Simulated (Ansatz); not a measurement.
## Band-structure calculation, with input and output: C

- system: C (R-3m, 4 atoms in the cell)
- method: DFT, PBE, all-electron LAPW, scalar-relativistic, no spin polarisation (Ansatz 0.2.0)

The structure derives from an entry of the Crystallography Open Database.

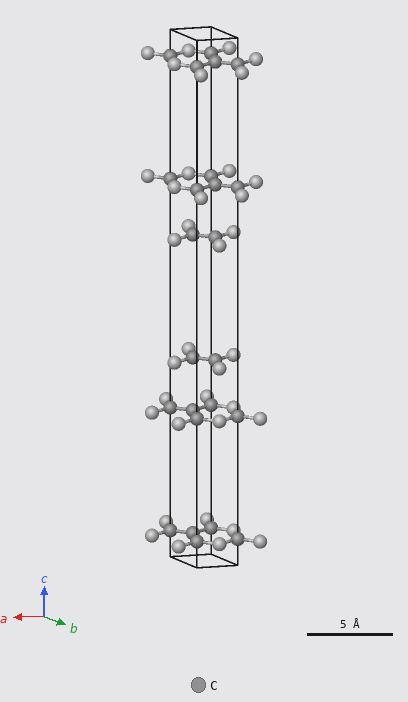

Figure 1. The structure as given in the input (ball-and-stick view of the cell 3 times as large as that of the calculation, set on its symmetry axes, seen at an oblique angle; neighbours outside the cell are drawn fainter). An atom can appear more than once, as a periodic image.

**The input**
```yaml
crystal:
  lattice:
    - [1.2299994602, 0.7101405194, 11.15]
    - [-1.2299994602, 0.7101405194, 11.15]
    - [0.0, -1.4202810389, 11.15]
  atoms:
    - { symbol: C, position: [0.05, 0.05, 0.05] }
    - { symbol: C, position: [0.95, 0.95, 0.95] }
    - { symbol: C, position: [0.283, 0.283, 0.283] }
    - { symbol: C, position: [0.717, 0.717, 0.717] }
kpoints:
  mp_grid: { grid: [15, 15, 15] }
  band_path:
    path:
      - [0.0, 0.0, 0.0]
      - [0.5, 0.5, 0.5]
      - [0.8306290786, 0.1693709214, 0.5]
      - [0.5, -0.1693709214, 0.1693709214]
      - [0.5, 0.0, 0.0]
      - [0.0, 0.0, 0.0]
      - [0.3346854607, -0.3346854607, 0.0]
      - [0.6653145393, 0.0, 0.3346854607]
      - [0.5, 0.0, 0.5]
    npoints: 14
scf:
  occupations: { method: fermi_dirac, width: 0.08 }
hamiltonian:
  xc: pbe
  pseudopotentials: { kind: all_electron, lapw: { basis_error: 0.001 } }
output:
  forces: true
  stress: true
  eigenvalues: true
  fatbands: true
  populations: true
  dos: { projected: true, de: 0.2, e_range: [-14, 8] }
```

Run on 1 thread of AMD EPYC (Zen 5), 32 GiB of memory available, shared host.

Launch command:
```bash
ansatz run input.yaml --threads 1 --pin off --max-ram 4096MiB --backend cpu --events-out ev --progress --plain --runs-dir out
```

**What the program printed**
```
C: projections on atomic orbitals take those of the free atom 1s2 2s2 2p2, of charge +0.00 (hamiltonian.pseudopotentials.projection_atoms)
LAPW: plane waves up to 11.755 Å⁻¹, error target 1.0e-3 eV per atom; small_component_spin mean_spin; C in spheres of 0.710 Å, 6 of its electrons in bands, Dirac shells [] (how accurate: hamiltonian.pseudopotentials.lapw.basis_error, Limitations)
Engine: ansatz 0.2.0, x86_64-unknown-linux-gnu
Pseudopotentials: kind: all_electron
Pseudopotential: C, LAPW, valence charge 6, lapw/all_electron/scalar/gaussian/C, Koelling and Harmon's equation, gaussian nucleus
Functional definition: PBE
  parameter kappa = 0.804
  parameter beta = 0.06672455060314922
  exchange = pbe_x(kappa = kappa, mu = beta*pi^2/3)
  correlation = pbe_c(beta = beta)
Crystal: 4 atoms, lattice volume = 58.435 Å³
Basis set: ecut = 526.4814346659539 eV, 1595 PW (Γ), FFT grids on a1−a3, a2−a3, a3, exchange–correlation at level 2
Bands: 16, of which v1, the nominal top of the filled ones, is band 12 counted from 1 (11 counted from 0)
Symmetry: 12 space group operations
Space group: R-3m (ITA 166), of the structure as read, at distance tolerance 3.9e-5 Å
k-points: 344 of 3375
Non-local potential: C, projectors of the file, none
Initial density: superposition of atomic densities (chi_scale 0.1, normalization cell)
Initial wavefunctions: plane waves of lowest kinetic energy (no species holds an atomic orbital)
Functional: x = pbe(κ = 0.804, μ = 0.2195149727645171), c = pbe(β = 0.06672455060314922)
iter 1 solved again at ethr=2.12e-2 eV; its pass at ethr=1.00e-1 eV (dr2=5.10e0 eV) is discarded
SCF iter   1: F=—  HF=-4149.865067 eV  |F-HF|=—  |Δ(HF+E_count)|=         —  Δρ=9.86e-2  dr2=5.13e0  ethr=2.12e-2  ⟨swp⟩=2.4  Hψ=37310  notcnv=0
preconditioner: auto → LDOS  [metal: Δε(μ)=0.270 eV  Ē_g=16.374 eV  σ=0.080 eV  W_gap=0.47  n_scr=8 (ndim 8)  ℏωp=19.4 eV  f_vac=0.392  D(μ)=0.13/eV (n_scr^D=2)  β→1.0]
SCF iter   2: F=—  HF=-4147.777995 eV  |F-HF|=—  |Δ(HF+E_count)|=    2.09e0  Δρ=3.13e-2  dr2=6.75e-1  ethr=2.12e-2  ⟨swp⟩=3.5  Hψ=18144  notcnv=0  defer=18
iter 3 solved again at ethr=1.87e-4 eV; its pass at ethr=2.81e-3 eV (dr2=4.49e-2 eV) is discarded
SCF iter   3: F=—  HF=-4147.456876 eV  |F-HF|=—  |Δ(HF+E_count)|=   3.21e-1  Δρ=8.49e-3  dr2=4.51e-2  ethr=1.87e-4  ⟨swp⟩=2.1  Hψ=29183  notcnv=0  defer=10
SCF iter   4: F=—  HF=-4147.443062 eV  |F-HF|=—  |Δ(HF+E_count)|=         —  Δρ=1.95e-3  dr2=1.17e-3  ethr=1.87e-4  ⟨swp⟩=3.0  Hψ=15231  notcnv=0  defer=1
the basis was enlarged: its passes take 160.8 KiB over the memory plan, 1 of 1 planned eigensolver slots
SCF iter   5: F=—  HF=-4147.442989 eV  |F-HF|=—  |Δ(HF+E_count)|=   7.26e-5  Δρ=3.05e-4  dr2=7.60e-5  ethr=4.89e-6  ⟨swp⟩=3.0  Hψ=13769  notcnv=0
SCF iter   6: F=—  HF=-4147.442983 eV  |F-HF|=—  |Δ(HF+E_count)|=   6.29e-6  Δρ=9.52e-5  dr2=4.48e-6  ethr=3.17e-7  ⟨swp⟩=3.0  Hψ=14625  notcnv=0  defer=1
SCF iter   7: F=-4147.442983 eV  HF=-4147.442983 eV  |F-HF|=1.29e-7  |Δ(HF+E_count)|=   3.46e-7  Δρ=1.87e-5  dr2=7.19e-8  ethr=1.87e-8  ⟨swp⟩=3.0  Hψ=13492  notcnv=0  defer=1
SCF 1 converged in 7 iterations: F = -4147.442983 eV  dr2 = 7.19e-8
NSCF: frozen V_eff on 113 k-points
SCF converged after 7 iterations
Free energy (F): -4147.442983 eV
Harris-Foulkes:  -4147.442983 eV  (|F-HF|=1.29e-7)
Internal energy: -4147.440806 eV  (E = F + TS)
E sigma→0 (E₀):  -4147.441894 eV
Entropy (-TS):   -0.002177 eV (-0.544 meV/atom)
Fermi energy:    2.667235 eV
--- Per-component energies (eV) ---
  E_band       = -2209.801999
  E_kinetic    = 4134.550853
  E_xc         = -588.767206
  E_electrostatic = -7693.224453  (all electrons and nuclei)
  E_smearing   = -0.002177  (= −TS)
  E_closure    = 0.000000  (closes the sum)
  E_atoms      = -4110.531295  (free atoms, spherical and without spin; not in F)
  Σ components = -4147.442983   (vs F -4147.442983, Δ=0.00e0)
  Basis errors (estimates in eV, not in F): energy 6.8e-4 per atom: plane waves 6.3e-4 (4.2e-4 summed), levels above the bands 8.6e-44, relativity 1.3e-8, radial functions 4.1e-5, core shells 0.0e0; eigenvalues (radial functions only) 2.0e-6; not estimated: angular momenta, meshes, grids; target (lapw.basis_error) 1.0e-3; muffin-tin radii C 0.710 Å
--- Forces (eV/Å), atoms counted from 1 ---
  atom   1  C      0.00000000    -0.00000000     0.23126108
  atom   2  C     -0.00000000     0.00000000    -0.23126108
  atom   3  C      0.00000000    -0.00000000     0.12113554
  atom   4  C     -0.00000000     0.00000000    -0.12113554
  max |Σ_I F_I| component: 1.39e-17 eV/Å
--- Stress (GPa, compression-positive) ---
        1.826225      -0.000000      -0.000000
       -0.000000       1.826225       0.000000
       -0.000000       0.000000       1.000413
  P = ⅓ Tr σ = 1.5510 GPa (15.510 kbar)
--- Band table (eV; the first three rows and the last of 344) ---
  k-point 0: bands = ["-263.2548", "-263.2548", "-263.2219", "-263.2219", "-16.9729", "-16.8232", "-5.4606", "-4.4898", "-0.3698", "-0.3698", "-0.3606", "-0.3606", "5.7473", "7.6147", "8.8896", "11.0314"]
  k-point 1: bands = ["-263.2546", "-263.2546", "-263.2221", "-263.2221", "-16.8670", "-16.7183", "-5.3327", "-4.3658", "-0.7975", "-0.7831", "-0.5950", "-0.5823", "5.8910", "7.7470", "9.0239", "11.0782"]
  k-point 2: bands = ["-263.2541", "-263.2540", "-263.2226", "-263.2226", "-16.5500", "-16.4042", "-4.9509", "-3.9964", "-1.9331", "-1.9076", "-1.1638", "-1.1459", "6.3219", "8.1433", "9.4250", "11.0839"]
  k-point 343: bands = ["-263.2546", "-263.2546", "-263.2221", "-263.2221", "-16.8670", "-16.7183", "-5.3322", "-4.3668", "-0.7975", "-0.7831", "-0.5950", "-0.5823", "6.2183", "6.8523", "10.4591", "11.0647"]
--- Löwdin populations: 4 sites ---
  site symbol       q [e]
     0      C      5.9578
     1      C      5.9578
     2      C      5.9607
     3      C      5.9607
  spilling = 0.006791 (of n_electrons = 24.000000)
```

**File populations.tsv**
```
# site	symbol	l	j	q
# orbitals = lowdin
# n_electrons = 24.000000
# spilling = 0.006791
# projection_atom_C: 1s2 2s2 2p2
0	C	0_1S	-	1.988435
0	C	0_2S	-	0.911030
0	C	1_2P	-	3.058382
1	C	0_1S	-	1.988435
1	C	0_2S	-	0.911030
1	C	1_2P	-	3.058382
2	C	0_1S	-	1.988439
2	C	0_2S	-	0.910428
2	C	1_2P	-	3.061799
3	C	0_1S	-	1.988439
3	C	0_2S	-	0.910428
3	C	1_2P	-	3.061799
```

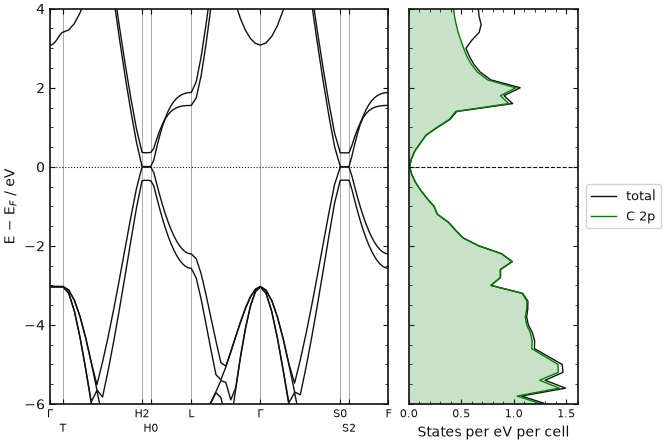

Figure 2. Band structure along Γ–T–H2–H0–L–Γ–S0–S2–F and density of states (projected on atomic shells), with energies from the Fermi level.

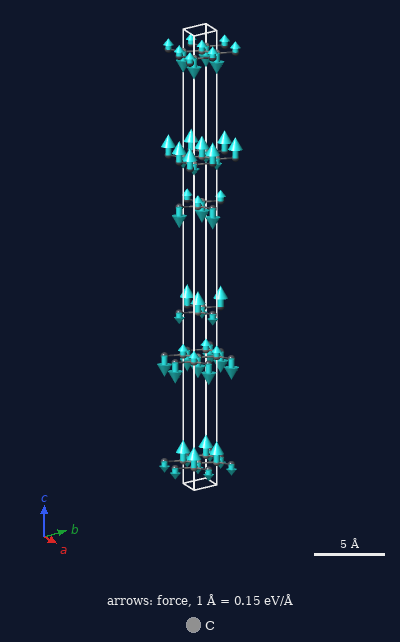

Figure 3. Forces on the atoms as teal arrows (ball-and-stick view of the cell 3 times as large as that of the calculation, set on its symmetry axes, seen slightly off an axis; neighbours outside the cell are drawn fainter). The largest act on C1, C2 (0.23 eV/Å); C3, C4 (0.12 eV/Å). Atoms are counted from 1 in the order of the input and aren't labelled in the picture. The geometry is not a stationary point of this energy.

**Results in brief**

```csv
quantity,value
outcome,converged
space group (tolerance 0.01 Å),R-3m (166)
electrons in bands (core shells apart),24
free energy,−4147.4430 eV
Fermi energy,2.667 eV
pressure,1.55 GPa
largest force (length of the vector),0.231 eV/Å
wall time,66 s
peak memory,1.6 GiB
```
